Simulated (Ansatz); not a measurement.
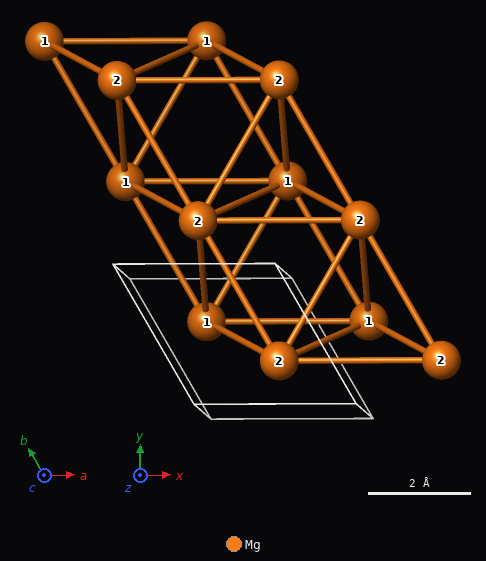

A crystal of Mg (P6_3/mmc): Mg1 (one in each cell of 2 atoms) is moved over the plane of the Cartesian directions x and y, all else fixed. The picture shows the reference cell. Style: ball-and-stick. Shown: the cell of the calculation, repeated 2 × 3 × 1 with one cell outlined, nearly along the normal of the scanned plane.

Level of theory: DFT PBEsol, scalar-relativistic, plane waves, PAW (Ansatz). (plane-wave cutoff 420 eV; k-point mesh 18 × 18 × 10; occupations gaussian; smearing width 0.15 eV; no spin polarisation). Energies (free energies at the smearing named) are counted from the cell as listed in its source, which wasn't relaxed.

```
CELL_PARAMETERS angstrom
3.20927 0.00000 0.00000
-1.60464 2.77931 0.00000
0.00000 0.00000 5.21033
ATOMIC_POSITIONS crystal
Mg 0.33333 0.66667 0.25000
Mg 0.66667 0.33333 0.75000
```

Question: What energies does the calculation give on a grid with rows −0.450, −0.225, 0.000, 0.225, 0.450 and columns −0.450, −0.225, 0.000, 0.225, 0.450 (displacement along x (Å); displacement along y (Å))?

Answer: Rows: displacement along x (Å); columns: displacement along y (Å); values in meV/cell.

```csv
,−0.450,−0.225,0.000,0.225,0.450
−0.450,158.5,106.0,64.1,52.1,83.7
−0.225,74.1,38.1,16.7,27.8,83.9
0.000,44.2,14.1,0.0,19.3,84.0
0.225,74.1,38.1,16.7,27.8,83.9
0.450,158.5,106.0,64.1,52.1,83.7
```

In pairs of (displacement along x (Å); displacement along y (Å)): the lowest computed point lies at (0.000, 0.000) (0.0 meV/cell), the highest at (−0.450, −0.450), (0.450, −0.450) (158.5 meV/cell).

As a map, interpolated between the computed points (dots):

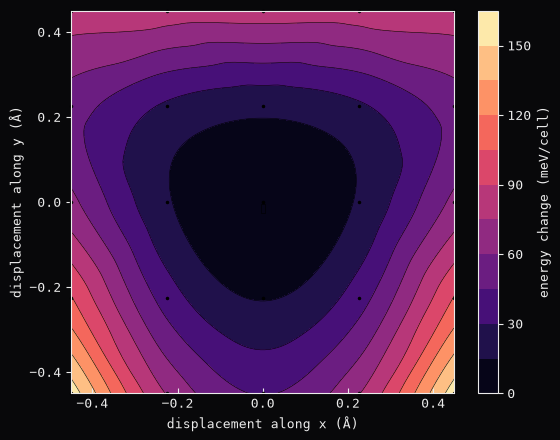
